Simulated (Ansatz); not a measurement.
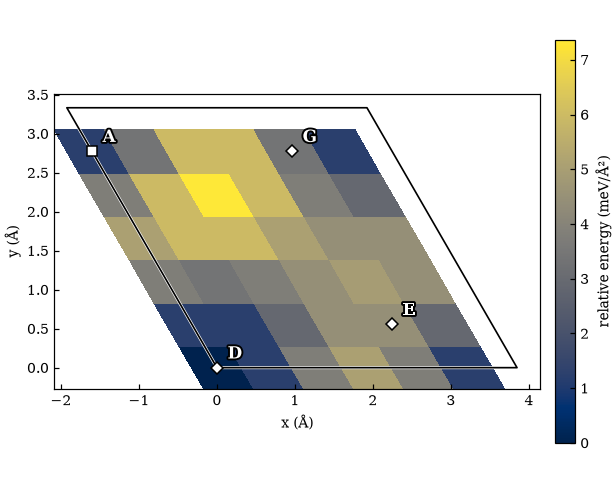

A bilayer of two Si sheets of the honeycomb type (4 atoms in the cell). 
- The upper layer of a bilayer is slid over the lower one; relaxed at each slide: nothing; the origin of the map has Si4 above Si1; the distance between the facing planes is held at 3.85 Å.
- Places are given modulo a cell vector. The map is drawn in real space over the plane of the slide.
- The scan uses a 6 × 6 grid; 10 points were computed and 26 follow by symmetry.
- Energies are in meV/Å², from the lowest grid point.
- At a held distance the lowest stacking need not be the one that binds best once the distance relaxes.
- Theory: DFT PBE+D3(BJ), scalar-relativistic, plane waves, PAW in Ansatz. Settings: cutoff 420 eV, k-mesh 9×9×1, gaussian smearing 0.1 eV, no spin polarisation.

In the figure: one coloured cell a grid point, the outline of one cell of the plane, lettered points.

Question: Rank the lettered points by energy, lowest first.

Answer: D (0.00 meV/Å²), A (1.22 meV/Å²), G (3.37 meV/Å²), E (4.43 meV/Å²).

Question: What kind of point is each of D, G: minimum, saddle, maximum or slope?

Answer: D: minimum; G: on a slope. (In these two coordinates alone; a stationary point may lie a little off the grid point.)

PAW datasets: the set soft_1.
